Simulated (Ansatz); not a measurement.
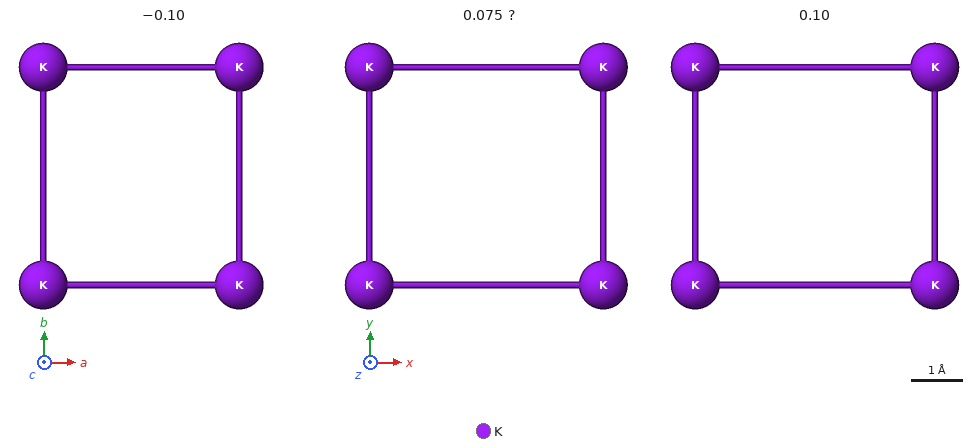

Crystalline K (Pm-3m): the cell is strained along x alone, with the atoms kept at their fractional coordinates. x, y and z are the Cartesian axes of the input. The picture is a ball-and-stick view of the cell of the calculation, seen along the c axis.

The calculation used DFT PBEsol, scalar-relativistic, plane waves, PAW (Ansatz). Settings: plane-wave cutoff 420 eV; k-point mesh 12 × 12 × 12; occupations gaussian; smearing width 0.15 eV; no spin polarisation. Energies (free energies at the smearing named) are counted from the cell as listed in its source, which wasn't relaxed.

```tsv
strain	ΔE (meV/atom)
−0.1000	19.8
−0.0750	8.8
−0.0500	2.3
−0.0250	−0.4
0.0000	0.0
0.0250	2.9
0.0500	7.7
0.0750	?
0.0875	17.7
0.1000	21.6
```

Fill in the missing row.

Answer. A straight line between the two neighbours gives 14.4 meV/atom. A cubic through the four nearest rows (0.0250, 0.0500, 0.0875, 0.1000) gives, with Lagrange weights, (−0.0667)(2.9) + (0.3333)(7.7) + (1.0667)(17.7) + (−0.3333)(21.6) = 14.1 meV/atom. The calculation gives 14.1 meV/atom, so the cubic is right to the digits shown and the straight line 0.3 meV/atom too high, as the curve bends upwards here.

The whole profile:

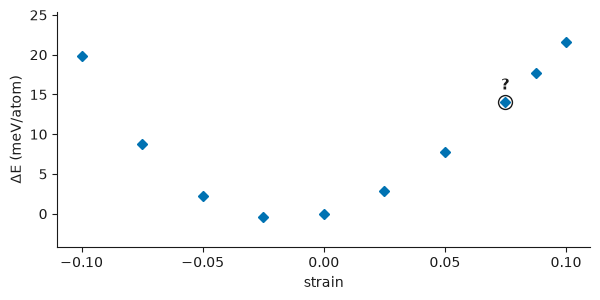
